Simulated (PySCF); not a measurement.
# Energy of Bi along an even scaling of the cell

System: Bi (C2/m, 2 atoms in the cell).
Method: Kohn-Sham DFT of a periodic cell in Gaussian orbitals, PBEsol, DZVP-MOLOPT-SR/GTH-PBE, no spin polarisation (PySCF 2.14.0).

The 7 runs differ only in the geometry, by an even scaling of the cell at fixed fractional positions. The structure derives from a Materials Project entry.

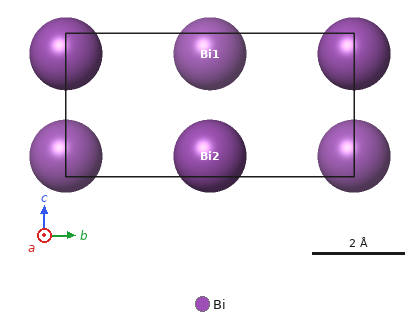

Figure 1. The structure of run 4 (spheres-only view of the cell 2 times as large as that of the calculation, set on its symmetry axes, along the a axis; atoms are numbered from 1 in the order of the input).

## Input of run 4
```python
import json
import numpy as np
from pyscf.pbc import gto, scf, dft, df

cell = gto.Cell()
cell.a = '''
  3.4885980000   -3.1325780000    0.0000000000
  3.4885980000    3.1325780000    0.0000000000
 -1.2602350000    0.0000000000    3.1135500000'''
cell.atom = '''
Bi   4.1737513922    0.0000000000    2.6695017261
Bi   1.5432096078    0.0000000000    0.4440482739'''
cell.unit = 'A'
cell.basis = 'DZVP-MOLOPT-SR-GTH-q5'
cell.pseudo = 'GTH-PBE-q5'
cell.ke_cutoff = 50  # hartree
cell.exp_to_discard = 0.02
cell.precision = 1e-08
cell.space_group_symmetry = True
cell.symmorphic = False
cell.max_memory = 2940  # MB
cell.verbose = 4
cell.build()

res = {}
kpts = cell.make_kpts([6, 6, 9], space_group_symmetry=True, time_reversal_symmetry=True)
cell.space_group_symmetry = False  # the mesh holds the operations; no search on the supercells of the integral code
mf = dft.KRKS(cell, kpts, xc='pbesol')
mf = mf.multigrid_numint()
mf = mf.smearing(sigma=0.00183747, method='fermi')  # hartree
mf.conv_tol = 1e-07
mf.max_cycle = 60

mf.kernel()
res.update(converged=bool(mf.converged), e_tot=mf.e_tot, nelec=cell.nelectron, nao=cell.nao, mesh=list(map(int, cell.mesh)), a=cell.lattice_vectors().tolist(), coords=cell.atom_coords().tolist(),
           mo_energy=[np.real(x).tolist() for x in mf.mo_energy], mo_occ=[np.real(x).tolist() for x in mf.mo_occ])
res.update(e_free=mf.e_free, e_zero=mf.e_zero)
res.update(kpts=kpts.kpts_scaled_ibz.tolist(), weights=kpts.weights_ibz.tolist())
res['parts'] = {k: float(np.real(v)) for k, v in mf.scf_summary.items() if np.isscalar(v)}
json.dump(res, open('results.json', 'w'))
if not mf.converged:
    raise SystemExit('SCF not converged')

print('levels (eV)')
for i, kp in enumerate(res['kpts'][:40]):
    print('k %7.4f %7.4f %7.4f  ' % tuple(kp), ' '.join('%.3f' % (x * 27.211386) for x in res['mo_energy'][i][:10]))

mf = mf.to_khf()  # unfold to the whole mesh
kpts = mf.kpts
# Mulliken populations
dm, s = np.asarray(mf.make_rdm1()), np.asarray(mf.get_ovlp())
sites = cell.aoslice_by_atom()[:, 2:]
tot = np.einsum('kij,kji->i', dm, s).real / len(kpts)
res['mulliken'] = [cell.atom_charge(i) - tot[a0:a1].sum() for i, (a0, a1) in enumerate(sites)]
print('Mulliken charges', np.round(res['mulliken'], 5))

# density of states, Gaussians of 0.15 eV
e = np.asarray(mf.mo_energy).real.reshape(1, -1) * 27.211386
ef = mf.get_fermi()
ef = np.max(ef) * 27.211386
x = np.arange(-15, 10.01, 0.1) + round(ef, 1)
dos = np.exp(-((x[:, None, None] - e) / 0.15) ** 2 / 2).sum(-1).T / (0.15 * np.sqrt(2 * np.pi) * len(kpts)) * 2
res.update(dos_e=x.tolist(), dos=dos.tolist())
for a, b in zip(x[::5], dos.T[::5]):
    print('%8.2f' % a, ' '.join('%9.4f' % y for y in b))

# density on a uniform mesh
grids = dft.gen_grid.UniformGrids(cell)
grids.mesh = [25, 25, 19]
grids.build()
ni = dft.numint.KNumInt()
rho = [ni.get_rho(cell, x, grids, kpts) for x in [dm]]
np.save('rho.npy', np.reshape(rho, (-1, *grids.mesh)))
res['done'] = True
json.dump(res, open('results.json', 'w'))
```

Command:
```bash
OMP_NUM_THREADS=2 python -u run.py > log
```

Lattice vectors (Å) and fractional positions of run 4:
```
   3.488598   -3.132578    0.000000
   3.488598    3.132578    0.000000
  -1.260235    0.000000    3.113550
Bi  0.753061  0.753061  0.857382
Bi  0.246939  0.246939  0.142618
```

Run 5 has the same physical settings and fractional positions; its lattice vectors (Å) are:
```
   3.511702   -3.153324    0.000000
   3.511702    3.153324    0.000000
  -1.268581    0.000000    3.134170
```

## Results, with one run withheld

| run | volume per atom (Å³) | free energy per atom, from the lowest run given (meV) |
| --- | --- | --- |
| 1 | 31.984 | 16.48 |
| 2 | 32.665 | 5.81 |
| 3 | 33.345 | 0.51 |
| 4 | 34.026 | 0.00 |
| 5 | 34.706 | ? |
| 6 | 35.387 | 11.37 |
| 7 | 36.067 | 22.38 |

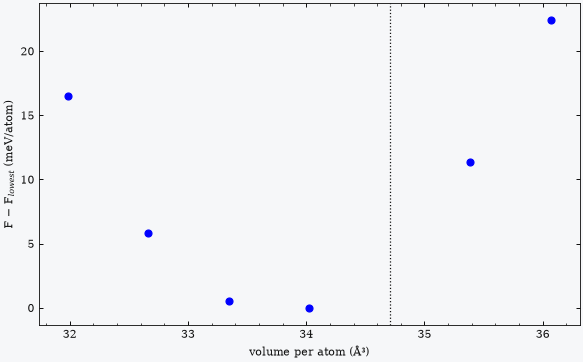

Figure 2. Free energy per atom of the runs given; the dotted line marks run 5.

Fit the runs given and predict run 5.

A cubic polynomial in V^(−2/3) (the Birch–Murnaghan form), fitted to the 6 runs given, misses them by under 0.01 meV per atom. With x = V^(−2/3) − 0.09554 Å⁻², it reads F = −0.28658 − 524.38 x + 1.3476e+06 x² + 4.0338e+06 x³ (meV per atom). At run 5 it gives 3.77 meV per atom, and the run itself gives 3.77. The fit has its minimum at 33.760 Å³ per atom, where V d²F/dV² gives 52.2 GPa. Cell shape and fractional positions are held, so this is the stiffness under even scaling; the relaxed bulk modulus wasn't computed.

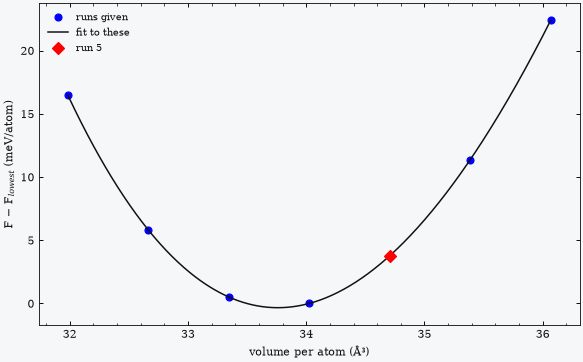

Figure 3. The fit and the withheld run.

## Output, shortened to warnings, some set-up lines, iterations and results (run 5)
```
k-points in IBZ                         weights
[...]
cycle= 1 E= -11.0475331381877  delta_E= -0.109  |g|= 0.211  |ddm|= 23.9
cycle= 2 E= -11.0481726057806  delta_E= -0.000639  |g|= 0.0436  |ddm|= 2.53
cycle= 3 E= -11.0481919721553  delta_E= -1.94e-05  |g|= 0.0211  |ddm|= 0.476
cycle= 4 E= -11.0481957901134  delta_E= -3.82e-06  |g|= 0.0013  |ddm|= 0.0862
cycle= 5 E= -11.0481959121809  delta_E= -1.22e-07  |g|= 0.000105  |ddm|= 0.014
cycle= 6 E= -11.0481959049866  delta_E= 7.19e-09  |g|= 1.4e-05  |ddm|= 0.00117
    sigma = 0.00183747  Optimized mu = 0.212092033132  entropy = 0.16690523759
nelec by numeric integration = 10.000000000000028
    Total E(T) = -11.0481959053819  Free energy = -11.0485025887488  E0 = -11.0483492470653
Extra cycle  E= -11.0481959053819  delta_E= -3.95e-10  |g|= 5.29e-06  |ddm|= 0.000238
converged SCF energy = -11.0481959053819
levels (eV)
k  0.0000  0.0000  0.0000   -7.088 -3.321 2.774 3.064 8.563 8.876 9.519 9.839 9.988 14.005
k  0.0000  0.0000  0.5556   -5.006 -3.072 2.001 3.504 4.112 6.647 7.383 7.469 12.498 13.392
k  0.0000  0.0000  0.6667   -5.734 -2.993 3.088 3.659 4.392 5.732 7.879 8.176 11.476 12.889
k  0.0000  0.0000  0.7778   -6.471 -3.119 3.187 3.999 5.206 6.772 8.311 8.959 9.984 13.969
k  0.0000  0.0000  0.8889   -6.955 -3.265 2.878 3.321 7.699 8.719 8.816 8.972 9.537 14.182
k  0.5000  0.0000  0.0000   -5.723 -5.525 4.637 4.801 5.031 5.100 9.221 10.306 13.733 15.103
k  0.5000  0.0000  0.5556   -4.661 -3.312 1.662 2.927 4.023 6.627 7.794 7.883 12.169 12.450
k  0.5000  0.0000  0.6667   -5.073 -3.866 2.597 3.685 4.366 6.177 7.403 8.196 11.571 13.337
k  0.5000  0.0000  0.7778   -5.502 -4.610 3.608 4.276 5.443 6.130 7.007 7.741 12.703 15.166
k  0.5000  0.0000  0.8889   -5.723 -5.229 4.048 4.767 5.304 5.929 7.695 9.123 14.365 15.922
k  0.5000  0.5000 -0.0000   -5.358 -5.100 0.895 0.920 8.913 9.612 10.886 11.194 15.410 16.640
k  0.5000  0.5000  0.5556   -4.348 -3.535 2.074 3.247 3.389 5.009 7.084 7.764 12.649 14.732
k  0.5000  0.5000  0.6667   -4.673 -3.973 2.505 2.556 3.820 4.822 8.489 9.172 13.913 14.708
k  0.5000  0.5000  0.7778   -5.037 -4.537 1.646 1.959 4.784 7.141 10.094 10.151 15.246 15.897
k  0.5000  0.5000  0.8889   -5.277 -4.952 1.086 1.194 6.921 9.513 10.716 10.995 15.688 16.966
k  0.6667  0.0000  0.0000   -6.435 -4.631 3.756 3.843 6.163 6.565 9.336 10.306 12.006 14.039
k  0.6667  0.0000  0.1111   -6.437 -4.269 3.295 4.173 6.260 7.303 8.233 8.888 11.429 15.399
k  0.6667  0.0000  0.2222   -6.128 -3.729 3.207 4.546 5.100 6.641 7.405 8.466 11.288 13.597
k  0.6667  0.0000  0.3333   -5.562 -3.190 3.108 3.481 4.093 6.000 7.621 8.519 11.825 12.059
k  0.6667  0.0000  0.4444   -4.916 -3.015 1.805 2.994 4.195 6.032 8.041 8.088 11.661 12.355
k  0.6667  0.0000  0.5556   -4.567 -3.476 1.437 3.321 4.539 5.514 8.127 8.538 11.573 12.373
k  0.6667  0.0000  0.6667   -4.836 -4.173 2.287 4.508 4.553 5.089 7.667 8.512 12.026 13.310
k  0.6667  0.0000  0.7778   -5.521 -4.592 3.452 4.567 5.537 5.630 6.771 8.254 13.854 14.578
k  0.6667  0.0000  0.8889   -6.118 -4.744 3.639 4.668 5.310 6.786 7.521 9.273 12.985 16.294
k  0.6667  0.3333  0.0000   -5.805 -4.997 1.300 2.548 8.082 9.226 9.755 10.232 14.283 14.806
[...]
```

Notes on the run: Occupied band above Fermi level:. Spin–orbit coupling is left out, which matters for Bi.
